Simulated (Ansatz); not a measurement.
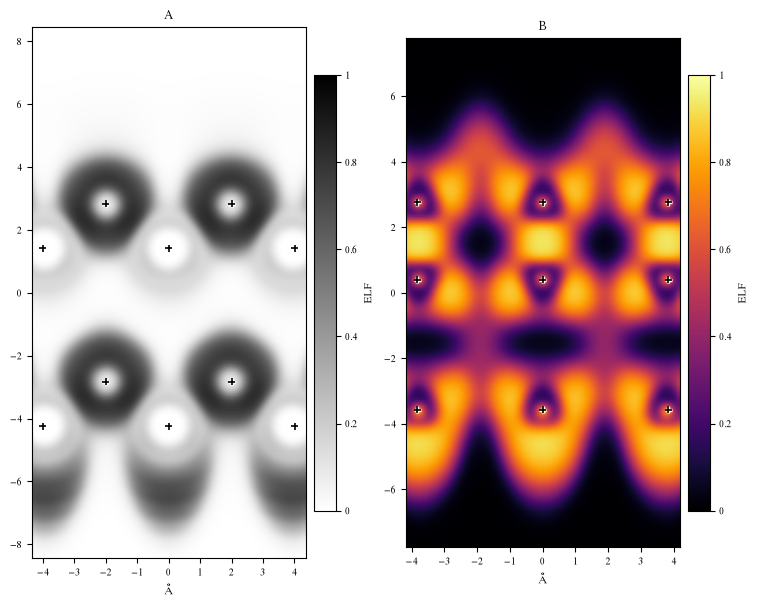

The electron localisation function of 2 systems, each on a plane through atoms (crosses mark nuclei in the plane).

All numbers below come from Ansatz, DFT r2SCAN, scalar-relativistic, plane waves, PAW.

System 1: Zn4Se3 (slab), the (100) plane of the calculation cell, a cut from vacuum to vacuum. 

```xyz
7
Lattice="4.0064 0.0000 0.0000 0.0000 4.0064 0.0000 0.0000 0.0000 23.4988" Properties=species:S:1:pos:R:3 pbc="T T T"
Zn    2.0032    2.0032    7.4999
Se    2.0032    0.0000    8.9164
Zn    0.0000    0.0000   10.3329
Se    0.0000    2.0032   11.7494
Zn    2.0032    2.0032   13.1659
Se    2.0032    0.0000   14.5824
Zn    0.0000    0.0000   15.9989
```

System 2: Si (slab), the (010) plane of the calculation cell, a cut from vacuum to vacuum. Not relaxed (largest force 0.7 eV/Å).

### Which map belongs to which system?

Panel A is system 1, Zn4Se3: the plane holds Zn and Se. Zn–Se (2.45 Å): the ELF is about 0.60 at the midpoint. Panel B is system 2, Si: the plane holds Si. Si–Si (2.37 Å): the ELF peaks at about 0.95 between the atoms.
